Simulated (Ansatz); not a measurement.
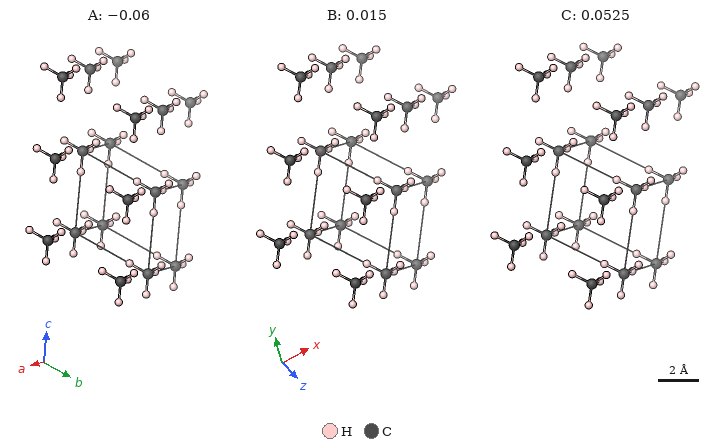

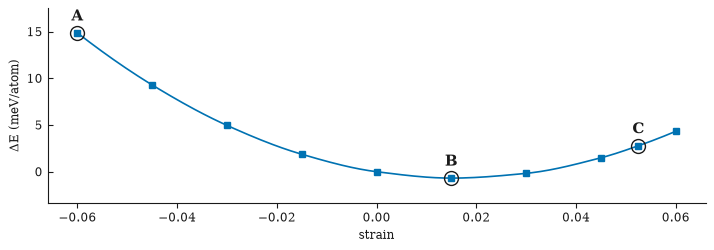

Crystalline H$_{4}$C (I-43m): the cell is strained along x alone, with the atoms kept at their fractional coordinates. x, y and z are the Cartesian axes of the input. The lettered frames are marked on the plot. The picture is a ball-and-stick view of the cell of the calculation, repeated 2 × 1 × 2 with one cell outlined, seen slightly off an axis.

Level of theory: Ansatz 0.2.0, DFT PBEsol, scalar-relativistic, plane waves, PAW. Settings: plane-wave cutoff 420 eV; k-point mesh 6 × 6 × 6; occupations gaussian; smearing width 0.05 eV; no spin polarisation. Energies (free energies at the smearing named) are counted from the cell as listed in its source, which wasn't relaxed.

### Describe the profile.

The lowest computed point lies at the strain 0.015 (−0.7 meV/atom). The end points stand at 14.9 meV/atom (−0.06) and 4.3 meV/atom (0.06). The unrelaxed reference is under a pressure of 1.1 GPa, which tilts the curve. The distortion takes the space group from I-43m to I-42m. At the strain −0.06 the cell of the drawing goes a 4.294 → 4.210 Å, b 4.294 → 4.210 Å, c 4.294 → 4.210 Å, α 109.5° → 112.8°, β 109.5° → 107.8°, γ 109.5° → 107.8°.

The computed points:

```tsv
strain	ΔE (meV/atom)
−0.0600	14.9
−0.0450	9.3
−0.0300	5.0
−0.0150	1.9
0.0000	0.0
0.0150	−0.7
0.0300	−0.2
0.0450	1.5
0.0525	2.8
0.0600	4.3
```
